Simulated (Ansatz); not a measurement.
PbS

```xyz
8
Lattice="2.9671 2.9671 0.0000 -2.9671 2.9671 0.0000 -1.1869 -1.1869 11.8685" Properties=species:S:1:pos:R:3 pbc="T T T"
Pb   -0.5934    0.8901    1.4836
Pb   -0.5934    3.8573    4.4507
Pb   -0.5934    0.8901    7.4178
Pb   -0.5934    3.8573   10.3850
S    -0.5934    3.8573    1.4836
S    -0.5934    0.8901    4.4507
S    -0.5934    3.8573    7.4178
S    -0.5934    0.8901   10.3850
```

Space group P2₁/m; not relaxed (largest force 0.4 eV/Å).

Theory: DFT PBE+D3(BJ), scalar-relativistic, plane waves, PAW in Ansatz.

In a PAW calculation such maps are meaningful between the atoms, not at the nuclei.

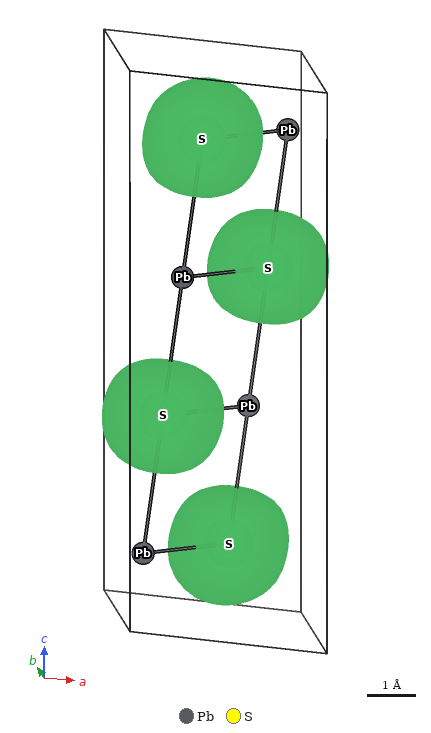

Figure 1. Isosurface of the electron localisation function at 0.65 (green), seen at an oblique angle. Only the valence region is drawn (cores and ρ < 0.01 e/Å³ removed). Sticks mark near contacts.

Where are the electrons localised?

Answer. At this value the surface marks out four regions wrapped around S (the valence shell of each), counted in one cell of 8 atoms. Any copies at cell faces, edges or corners count once.


Pb–S (2.97 Å): the ELF peaks at about 0.85 in the valence shell of S, 0.9 Å from its nucleus, and drops to about 0.20 between the two atoms.

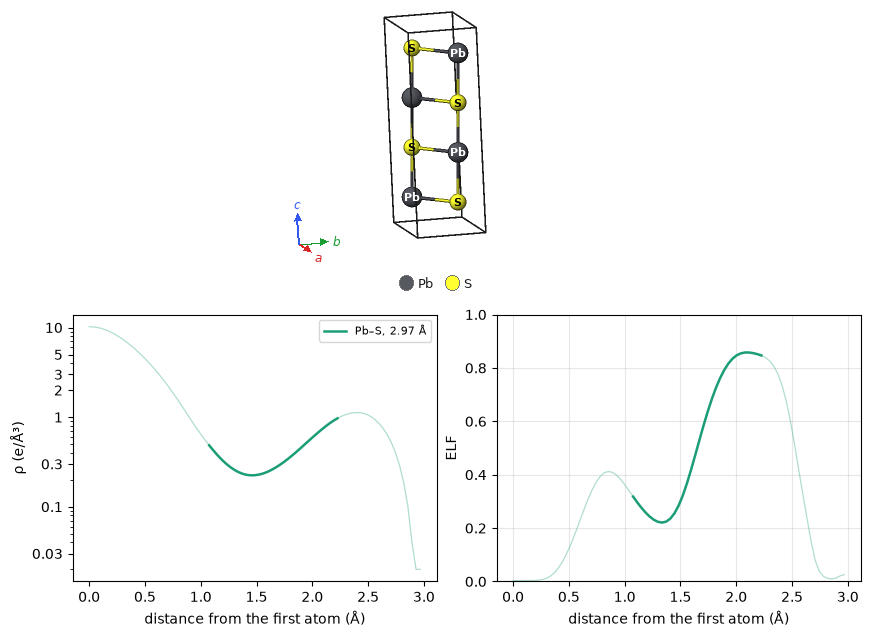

Figure 2. Valence charge density (pseudo) and electron localisation function along straight lines between neighbouring atoms. Thin, pale parts lie inside the atomic spheres. The structure is drawn too.

What can be read from the curves?

Answer. Pb–S (2.97 Å): ρ is about 0.22 e/Å³ halfway; the ELF peaks at about 0.85 in the valence shell of S, 0.9 Å from its nucleus, and drops to about 0.20 between the two atoms.

Metal or insulator at this level of theory?

Answer. It is gapped, with a Kohn–Sham gap of 0.63 eV on the k-point mesh, an upper bound to the gap of this method.
